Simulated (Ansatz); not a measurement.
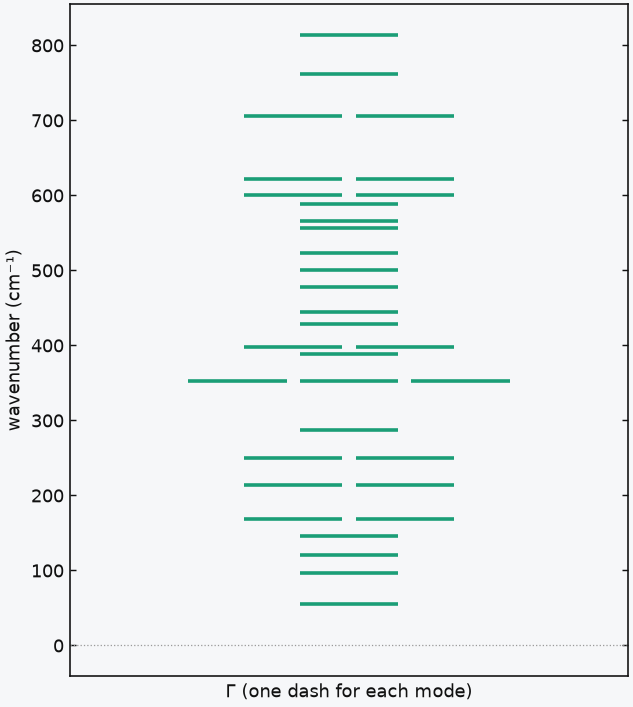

The figure shows the zone-centre optical phonon frequencies (the three acoustic modes are left out) for AlO₂, space group Pnma (No. 62).

Starting cell:
```yaml
crystal:
  lattice:
    - [9.34914, 0.00000, 0.00000]
    - [0.00000, 2.91675, 0.00000]
    - [0.00000, 0.00000, 4.82096]
  atoms:
    - { symbol: Al, position: [0.16292, 0.25000, 0.95835] }
    - { symbol: Al, position: [0.83708, 0.75000, 0.04165] }
    - { symbol: Al, position: [0.33708, 0.75000, 0.45835] }
    - { symbol: Al, position: [0.66292, 0.25000, 0.54165] }
    - { symbol: O, position: [0.77092, 0.25000, 0.22964] }
    - { symbol: O, position: [0.22908, 0.75000, 0.77036] }
    - { symbol: O, position: [0.72908, 0.75000, 0.72964] }
    - { symbol: O, position: [0.27092, 0.25000, 0.27036] }
    - { symbol: O, position: [0.96864, 0.25000, 0.84532] }
    - { symbol: O, position: [0.03136, 0.75000, 0.15468] }
    - { symbol: O, position: [0.53136, 0.75000, 0.34532] }
    - { symbol: O, position: [0.46864, 0.25000, 0.65468] }
```

Calculation (Ansatz 0.2.0): harmonic phonon frequencies at the zone centre with atoms at rest in the given cell, without the long-range term of polar modes, the three translations left out, imaginary frequencies are negative; plane waves with PAW datasets, Γ-centred k mesh. Level: PBE, collinear spin. The state reached is ferromagnetic.

wave cutoff 420 eV; k mesh 4×12×8; occupations Gaussian; smearing width 0.01 eV; pressure 0 GPa; phonon method linear response.

> What do the frequencies say about stability?

No frequency is imaginary, so the structure is stable to these displacements (zone-boundary modes weren't tested here).

> What is the highest frequency?

The highest mode lies at 813.8 cm⁻¹ (without the field of polar modes).

Note: a crossing between the sampled k points may be missed.
